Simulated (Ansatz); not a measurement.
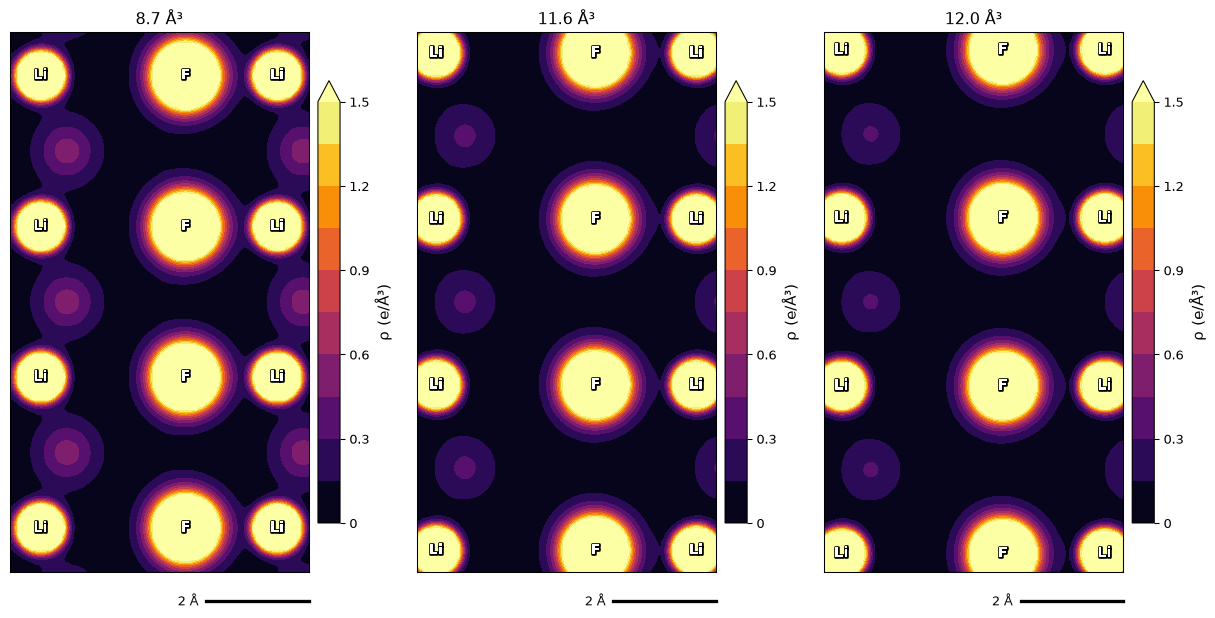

LiF. The valence electron density of cells scaled evenly to different volumes (given per atom above each panel), on the (11̄0) plane of each (indices in the axes of the cell below), at one length scale and on one colour scale.

A structure from a database of computed crystals, not necessarily the ambient phase.

Method: DFT PBE, scalar-relativistic, plane waves, PAW in Ansatz 0.2.0.

Core electrons are frozen (PAW), and the valence fields are smoothed inside the atomic spheres.

The largest cell:

```xyz
4
Lattice="3.2844 0.0000 0.0000 -1.6422 2.8444 0.0000 0.0000 0.0000 5.1504" Properties=species:S:1:pos:R:3 pbc="T T T"
Li    0.0000    1.8963    1.9627
Li    1.6422    0.9481    4.5379
F     0.0000    1.8963    5.1192
F     1.6422    0.9481    2.5440
```

| volume (Å³/atom) | Li–F contact in the plane (Å) | ρ at its midpoint (e/Å³) | pressure (GPa) | gap on the mesh (eV) | 
| --- | --- | --- | --- | --- |
| 8.71 | 1.791 | 0.484 | 13.0 | 8.57 | 
| 9.54 | 1.846 | ? | ? | ? | 
| 11.61 | 1.971 | 0.298 | −4.7 | 7.05 | 
| 12.03 | 1.994 | 0.281 | −5.7 | 6.89 | 

### Estimate the missing row, and compare with the calculation.

Over the known rows ln ρ falls by 2.68 per Å of Li–F distance (a least-squares line), which gives 0.417 e/Å³ at 1.846 Å; the calculation gives 0.427 e/Å³. For the pressure, a straight line in volume between the neighbouring rows gives 7.9 GPa; the calculation gives 5.1, lower because pressure rises ever faster on compression. For the gap on the mesh, a straight line in volume between the neighbouring rows gives 8.13 eV; the calculation gives 8.04.
